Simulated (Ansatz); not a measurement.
Fe

```
Fe
1.0
     1.75700    1.75700    0.00000
    -1.75700    0.00000   -1.75700
    -7.02800    7.02800    7.02800
Fe
6
Direct
  0.00000 0.00000 0.00000
  0.66667 0.33333 0.33333
  0.33333 0.66667 0.66667
  0.33333 0.66667 0.16667
  0.00000 0.00000 0.50000
  0.66667 0.33333 0.83333
```

Space group Fm-3m; computed pressure about 10 GPa in this cell; spin-polarised.

All numbers below come from DFT, r2SCAN, PAW, plane waves, scalar-relativistic (Ansatz).

Core electrons are frozen (PAW), and the valence fields are smoothed inside the atomic spheres.

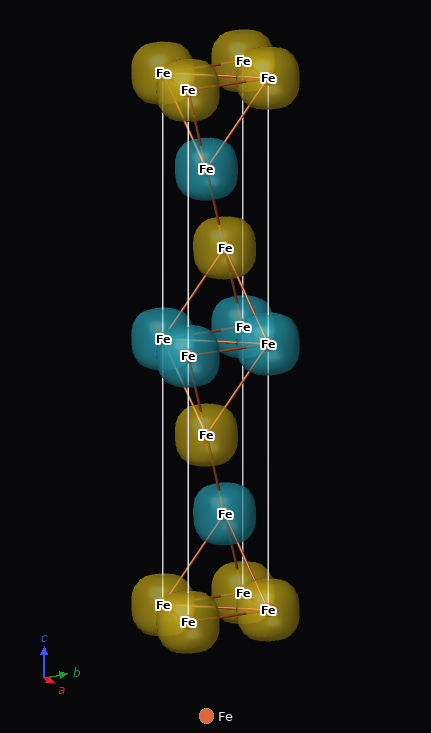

Figure 1. Isosurfaces of the spin density (up minus down) at +0.3 (yellow) and −0.3 e/Å³ (cyan), seen slightly off an axis. Sticks mark near contacts.

Where is the spin, and how is it ordered?

The spin density sits on Fe: +2.4 μB (×3) and −2.4 μB (×3) in one cell of 6 atoms: antiferromagnetic in this solution, which needn't be the ground state, with some nearest magnetic neighbours parallel and some opposed. The cell of the calculation (2 atoms) carries 0.0 μB of net spin moment.

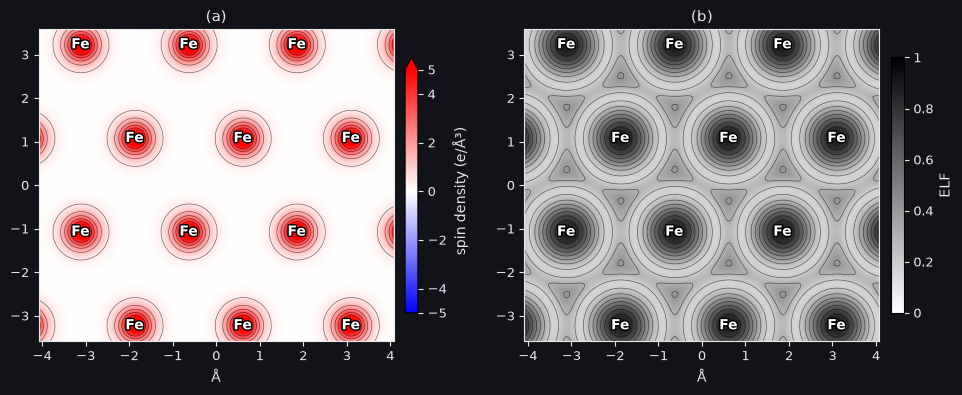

Figure 2. (a) spin density; (b) electron localisation function on the (001) plane of the cell of the magnetic structure.

What do the fields say about this system?

The section cuts through Fe sites. Fe–Fe (2.48 Å): the ELF is about 0.25 at the midpoint; no shared electron pair shows on this line. The features right at Fe lie inside the PAW spheres, where the map follows smoothed inner orbitals and isn't to be read closely.

Metal or insulator at this level of theory?

It is metallic or semimetallic at this level of theory: no gap opens.
